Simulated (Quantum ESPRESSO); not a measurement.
# E(q) of CoO from supercells, part 2 of 2

Wanted: E(q) of CoO at simple fractions of a reciprocal vector.

Quantum ESPRESSO 7.5; LDA with U = 2.8 eV on Co d (ortho-atomic projectors); plane waves with GBRV 1.5 LDA potentials, no spin-orbit coupling, flat spiral in a supercell.

So far: Set-up; Parallel moments, one cell; One turn in 2 cells along the input cell's c.

### Step 4. One turn in 3 cells along the input cell's c

Neighbouring cells are turned by 120° in the xy plane; the cell holds 6 atoms.

The input, pw.in:

```
&CONTROL
  calculation = 'scf'
  prefix = 'pwscf'
  outdir = './tmp'
  pseudo_dir = './pseudo'
  disk_io = 'nowf'
/
&SYSTEM
  ibrav = 0
  nat = 6
  ntyp = 6
  ecutwfc = 34
  ecutrho = 238
  nbnd = 90
  occupations = 'smearing'
  smearing = 'fd'
  degauss = 0.00999582
  noncolin = .true.
  starting_magnetization(1) = 0.1765
  angle1(1) = 90
  angle2(1) = 0
  starting_magnetization(2) = 0.1765
  angle1(2) = 90
  angle2(2) = 120
  starting_magnetization(3) = 0.1765
  angle1(3) = 90
  angle2(3) = -120
  starting_magnetization(4) = 0
  starting_magnetization(5) = 0
  starting_magnetization(6) = 0
/
&ELECTRONS
  conv_thr = 6d-08
  electron_maxstep = 150
  mixing_beta = 0.3
/
ATOMIC_SPECIES
Co1    58.9332 co_lda_v1.2.uspp.F.UPF
Co2    58.9332 co_lda_v1.2.uspp.F.UPF
Co3    58.9332 co_lda_v1.2.uspp.F.UPF
O1     15.9990 o_lda_v1.2.uspp.F.UPF
O2     15.9990 o_lda_v1.2.uspp.F.UPF
O3     15.9990 o_lda_v1.2.uspp.F.UPF
CELL_PARAMETERS angstrom
   1.5054695445    0.8691832468    2.4399269062
  -1.5054695445    0.8691832468    2.4399269062
   0.0000000000   -5.2150994808    7.3197807186
ATOMIC_POSITIONS crystal
Co1     0.0000000000    0.0000000000    0.0000000000
Co2     0.0000000000    0.0000000000    0.3333333333
Co3     0.0000000000    0.0000000000    0.6666666667
O1      0.5000000000    0.5000000000    0.1666666667
O2      0.5000000000    0.5000000000    0.5000000000
O3      0.5000000000    0.5000000000    0.8333333333
K_POINTS automatic
6 6 4 0 0 0
HUBBARD {ortho-atomic}
U Co1-3d 2.8000
U Co2-3d 2.8000
U Co3-3d 2.8000
```

Started as:

```bash
OMP_NUM_THREADS=1 mpirun -n 4 pw.x -nk 4 -in pw.in > pw.out
```

The log of the run:

```text
     [... lines left out ...]
Program PWSCF v.7.5 starts
     [... lines left out ...]
     number of atoms/cell      =            6
     [... lines left out ...]
     number of electrons       =        69.00
     number of Kohn-Sham states=           90
     kinetic-energy cutoff     =      34.0000  Ry
     charge density cutoff     =     238.0000  Ry
     scf convergence threshold =      6.0E-08
     [... lines left out ...]
     Noncollinear calculation without spin-orbit
     [... lines left out ...]
     No symmetry found
     [... lines left out ...]
     number of k points=   144  Fermi-Dirac smearing, width (Ry)=  0.0100
     [... lines left out ...]
     iteration # 54     ecut=    34.00 Ry     beta= 0.30
     [... lines left out ...]
     atom number    1 relative position :    0.0000   0.0000   0.0000
     [... lines left out ...]
     magnetization :          2.488556   -0.000000   -0.000007
     [... lines left out ...]
     atom number    2 relative position :    0.0000  -0.5803   0.8144
[...]
magnetization :         -1.243922    2.155387   -0.000017
[...]
atom number    3 relative position :    0.0000  -1.1605   1.6289
[...]
magnetization :         -1.244060   -2.155410   -0.000007
[...]
atom number    4 relative position :    0.0000  -0.0000   1.2217
     [... lines left out ...]
     magnetization :          0.064166    0.111112   -0.000001
     [... lines left out ...]
     atom number    5 relative position :    0.0000  -0.5803   2.0361
     [... lines left out ...]
     magnetization :         -0.128253    0.000002   -0.000001
     [... lines left out ...]
     atom number    6 relative position :    0.0000  -1.1605   2.8505
     [... lines left out ...]
     magnetization :          0.064162   -0.111111   -0.000001
     [... lines left out ...]
     Tr[ns(  1)] (up, down, total) =   3.67146  3.67146  7.34292
     [... lines left out ...]
     Tr[ns(  2)] (up, down, total) =   3.67143  3.67145  7.34288
     [... lines left out ...]
     Tr[ns(  3)] (up, down, total) =   3.67139  3.67139  7.34278
     [... lines left out ...]
     the Fermi energy is    13.1530 ev
!    total energy              =    -991.33967893 Ry
     estimated scf accuracy    <       0.00000005 Ry
     smearing contrib. (-TS)   =      -0.03771671 Ry
     [... lines left out ...]
     total magnetization       =     0.00    -0.00    -0.00 Bohr mag/cell
     absolute magnetization    =     8.23 Bohr mag/cell
     convergence has been achieved in  54 iterations
```

Wall time 12 min (4 MPI ranks of Arm Neoverse V2, shared host); peak memory 1.1 GiB.

Spin moment in the atom's sphere by atom:

```
atom  x (μB)  y (μB)  z (μB)  size
 Co1    2.49    0.00    0.00  2.49
 Co2   -1.24    2.16    0.00  2.49
 Co3   -1.24   -2.16    0.00  2.49
  O4    0.06    0.11    0.00  0.13
  O5   -0.13    0.00    0.00  0.13
  O6    0.06   -0.11    0.00  0.13
```

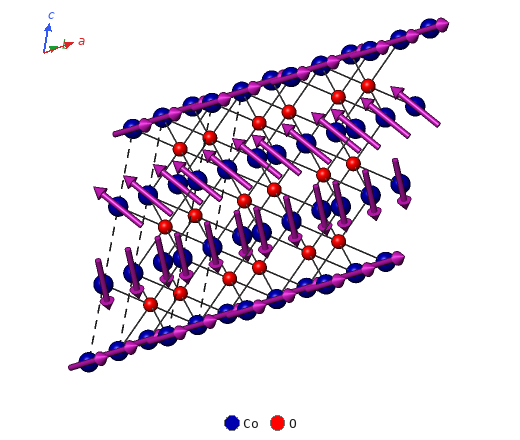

Spin moment in the atom's sphere as arrows, the longest 2.49 μB. Bonds to atoms that aren't drawn are left out. 3×2×1 cells are drawn. Some periodic images of atoms are drawn too.

Numbers from this step:

* smearing term TS: 0.5132 eV
* magnetization: 0.001, 0, 0 μB
* absolute magnetization: 8.234 μB
* final state: non-collinear

### Step 5. One turn in 4 cells along the input cell's c

Neighbouring cells are turned by 90° in the xy plane; the cell holds 8 atoms.

The input, pw.in:

```
&CONTROL
  calculation = 'scf'
  prefix = 'pwscf'
  outdir = './tmp'
  pseudo_dir = './pseudo'
  disk_io = 'nowf'
/
&SYSTEM
  ibrav = 0
  nat = 8
  ntyp = 8
  ecutwfc = 34
  ecutrho = 238
  nbnd = 118
  occupations = 'smearing'
  smearing = 'fd'
  degauss = 0.00999582
  noncolin = .true.
  starting_magnetization(1) = 0.1765
  angle1(1) = 90
  angle2(1) = 0
  starting_magnetization(2) = 0.1765
  angle1(2) = 90
  angle2(2) = 90
  starting_magnetization(3) = 0.1765
  angle1(3) = 90
  angle2(3) = 180
  starting_magnetization(4) = 0.1765
  angle1(4) = 90
  angle2(4) = -90
  starting_magnetization(5) = 0
  starting_magnetization(6) = 0
  starting_magnetization(7) = 0
  starting_magnetization(8) = 0
/
&ELECTRONS
  conv_thr = 8d-08
  electron_maxstep = 150
  mixing_beta = 0.3
/
ATOMIC_SPECIES
Co1    58.9332 co_lda_v1.2.uspp.F.UPF
Co2    58.9332 co_lda_v1.2.uspp.F.UPF
Co3    58.9332 co_lda_v1.2.uspp.F.UPF
Co4    58.9332 co_lda_v1.2.uspp.F.UPF
O1     15.9990 o_lda_v1.2.uspp.F.UPF
O2     15.9990 o_lda_v1.2.uspp.F.UPF
O3     15.9990 o_lda_v1.2.uspp.F.UPF
O4     15.9990 o_lda_v1.2.uspp.F.UPF
CELL_PARAMETERS angstrom
   1.5054695445    0.8691832468    2.4399269062
  -1.5054695445    0.8691832468    2.4399269062
   0.0000000000   -6.9534659744    9.7597076248
ATOMIC_POSITIONS crystal
Co1     0.0000000000    0.0000000000    0.0000000000
Co2     0.0000000000    0.0000000000    0.2500000000
Co3     0.0000000000    0.0000000000    0.5000000000
Co4     0.0000000000    0.0000000000    0.7500000000
O1      0.5000000000    0.5000000000    0.1250000000
O2      0.5000000000    0.5000000000    0.3750000000
O3      0.5000000000    0.5000000000    0.6250000000
O4      0.5000000000    0.5000000000    0.8750000000
K_POINTS automatic
6 6 3 0 0 0
HUBBARD {ortho-atomic}
U Co1-3d 2.8000
U Co2-3d 2.8000
U Co3-3d 2.8000
U Co4-3d 2.8000
```

The log of the run:

```text
     [... lines left out ...]
Program PWSCF v.7.5 starts
     [... lines left out ...]
     number of atoms/cell      =            8
     [... lines left out ...]
     number of electrons       =        92.00
     number of Kohn-Sham states=          118
     kinetic-energy cutoff     =      34.0000  Ry
     charge density cutoff     =     238.0000  Ry
     scf convergence threshold =      8.0E-08
     [... lines left out ...]
     Noncollinear calculation without spin-orbit
     [... lines left out ...]
     No symmetry found
     [... lines left out ...]
     number of k points=   108  Fermi-Dirac smearing, width (Ry)=  0.0100
     [... lines left out ...]
     iteration # 62     ecut=    34.00 Ry     beta= 0.30
     [... lines left out ...]
     atom number    1 relative position :    0.0000   0.0000   0.0000
     [... lines left out ...]
     magnetization :          2.504389    0.000072    0.000026
     [... lines left out ...]
     atom number    2 relative position :    0.0000  -0.5803   0.8144
[...]
magnetization :          0.000203    2.504496    0.000023
[...]
atom number    3 relative position :    0.0000  -1.1605   1.6289
[...]
magnetization :         -2.504488    0.000249    0.000011
[...]
atom number    4 relative position :    0.0000  -1.7408   2.4433
[...]
magnetization :          0.000221   -2.504568    0.000020
[...]
atom number    5 relative position :    0.0000   0.0000   1.2217
[...]
magnetization :          0.133205    0.133158    0.000003
[...]
atom number    6 relative position :    0.0000  -0.5803   2.0361
[...]
magnetization :         -0.133183    0.133169    0.000002
     [... lines left out ...]
     atom number    7 relative position :    0.0000  -1.1605   2.8505
     [... lines left out ...]
     magnetization :         -0.133182   -0.133141    0.000002
     [... lines left out ...]
     atom number    8 relative position :    0.0000  -1.7408   3.6650
     [... lines left out ...]
     magnetization :          0.133206   -0.133151    0.000003
     [... lines left out ...]
     Tr[ns(  1)] (up, down, total) =   3.66858  3.66856  7.33714
     [... lines left out ...]
     Tr[ns(  2)] (up, down, total) =   3.66851  3.66848  7.33699
     [... lines left out ...]
     Tr[ns(  3)] (up, down, total) =   3.66852  3.66850  7.33702
     [... lines left out ...]
     Tr[ns(  4)] (up, down, total) =   3.66846  3.66844  7.33691
     [... lines left out ...]
     the Fermi energy is    13.1597 ev
!    total energy              =   -1321.78158975 Ry
     estimated scf accuracy    <       0.00000008 Ry
     smearing contrib. (-TS)   =      -0.05087610 Ry
     [... lines left out ...]
     total magnetization       =     0.00     0.00     0.00 Bohr mag/cell
     absolute magnetization    =    11.28 Bohr mag/cell
     convergence has been achieved in  62 iterations
```

Elapsed: 23 min, on 4 MPI ranks; peak memory 1.5 GiB.

Numbers from this step:

- smearing term TS: 0.6922 eV
- magnetization: 0, 0, 0 μB
- absolute magnetization: 11.28 μB
- final state: non-collinear
- largest moment: 2.505 μB

### Step 6. The spirals together

Spirals:

```csv
q along the reciprocal vector,energy less that at q = 0 (meV a seeded atom),largest site moment (μB),typed angles kept,CPU time (s)
0,0,2.521,yes,195.5
0.25,-38.31,2.505,yes,5460
0.3333,-54.13,2.489,yes,2966
0.5,-67.25,2.474,yes,571.6
```

Energy less that at q = 0, self-consistent against path:

```csv
path (Å⁻¹),"energy less that at q = 0, self-consistent (meV a seeded atom)"
0.000,0
0.639,-38.3
0.853,-54.1
1.279,-67.2
```

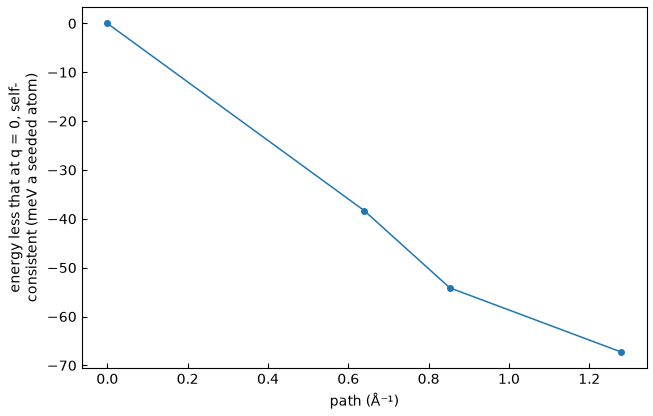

Energy less that at q = 0, self-consistent, plotted against path.

### Step 7. Outcome

| Property | Result |
| --- | --- |
| lowest point | q = 0.5 along c*, -67.2 meV a seeded atom |
| highest point | q = 0, 0 meV a seeded atom |

What this shows: The state at q = 0.5 lies 67 meV a seeded atom under the parallel one, with neighbouring cells opposed. The moment changes by 1.9 % between the spirals. The cell of 4 repeats took 28 times the CPU time of the single cell, though its mesh is shorter in proportion. Here c and c* are vectors of the cell in the input, which need not be the conventional cell, and only this direction was probed. The mesh is coarse, so differences of some ten meV can be noise in a metal. Energies are free energies at an electronic temperature of 1580 K, which lowers moments and differences where the moments are itinerant. The cutoff lies under the 40 Ry that these files are usually run at. The smearing term is large for its width, so states at the Fermi level are partly filled: at this level the cell is a metal or has a gap of a few widths at most.

[Logs and program files are shortened in this print: banners, set-up blocks, solver, clock and traceback lines can be left out without a mark of their own.]

[Logs are printed without paths, hosts, clocks, repeated set-up lines and the standing remarks that a program may print on its own settings, such as how far it seeks lower states.]

[Hosts, paths, dates, database ids (printed as entryN), source tags and the programs' standing remarks are cut or masked in the printed files.]

[Where a cell is said to come from a database of computed structures, the database is the Materials Project.]
